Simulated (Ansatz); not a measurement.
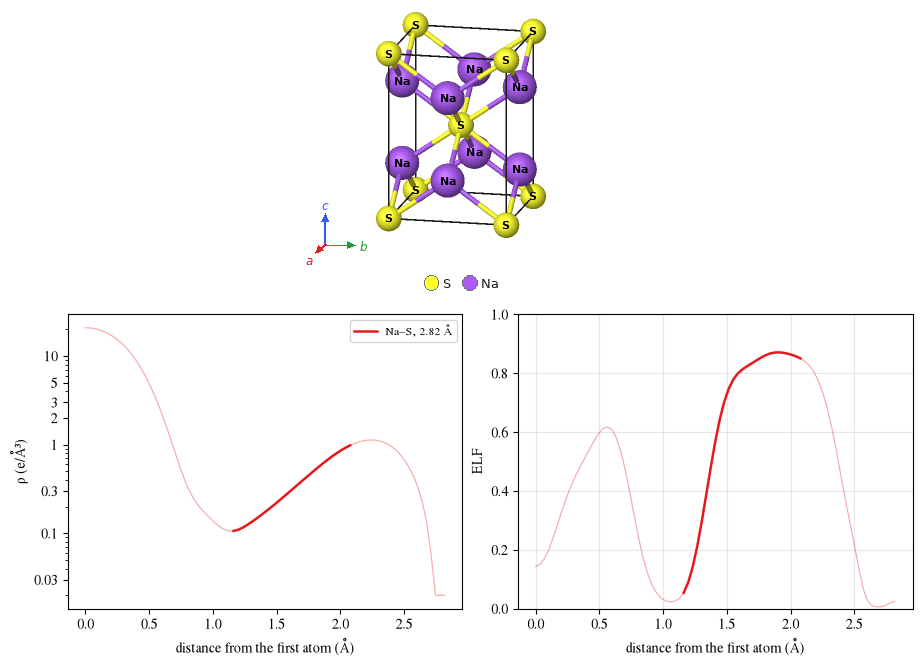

Na2S. Valence pseudo-density and ELF along straight lines between neighbouring atoms. Thin, pale parts lie inside the atomic spheres. The structure is drawn too.

Space group Immm; started from the antifluorite prototype, which need not be the ambient phase; changed on purpose from its base cell (shear xy strain -0.5%).

Theory: DFT, HSE06, plane waves, PAW in Ansatz.

In a PAW calculation such maps are meaningful between the atoms, not at the nuclei.

Question: What can be read from the curves?

Answer: Na–S (2.82 Å): the density is about 0.17 e/Å³ at the midpoint; the ELF peaks at about 0.85 in the valence shell of S, 0.9 Å from its nucleus, and falls to about 0 next to Na (a largely ionic contact).
